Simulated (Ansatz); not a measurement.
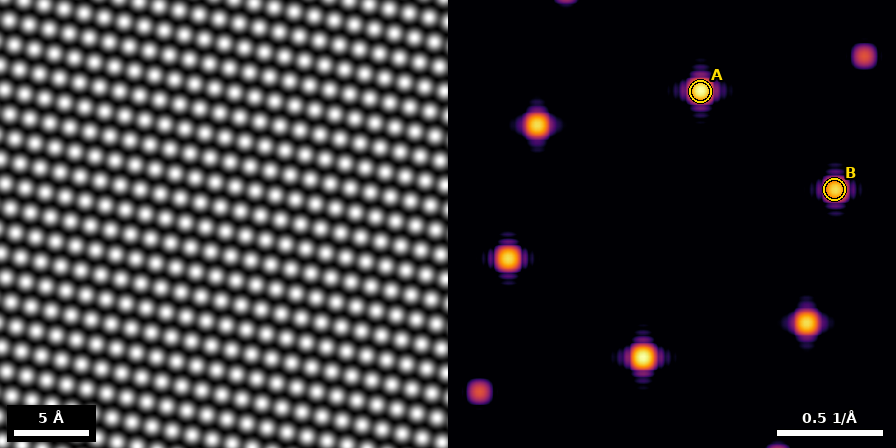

Z-contrast image of Rh (Im-3m, No. 229) along [210]. Simulated incoherent Z contrast: every atom adds Z^1.7 spread by a probe of 0.76 Å full width; channelling and multiple scattering are left out. The display is stretched by a gamma of 0.65; percentages refer to the linear signal. Structure used: a calculation's starting geometry; the starting structure was generated, so it need not be a known form of this composition.

The right panel is the modulus of the image's Fourier transform on a logarithmic scale.

a = 3.070 Å, b = 3.070 Å, c = 3.070 Å, α = 90.00°, β = 90.00°, γ = 90.00°

Q: Index the marked spots and give their plane spacings (the zone axis points at the viewer; indices equivalent by symmetry, or all signs reversed, are as good).

A: (002), d = 1.53 Å; B: (-1 2 1), d = 1.25 Å. A and B enclose 66°, and every spot obeys the zone law hu + kv + lw = 0 for [210].
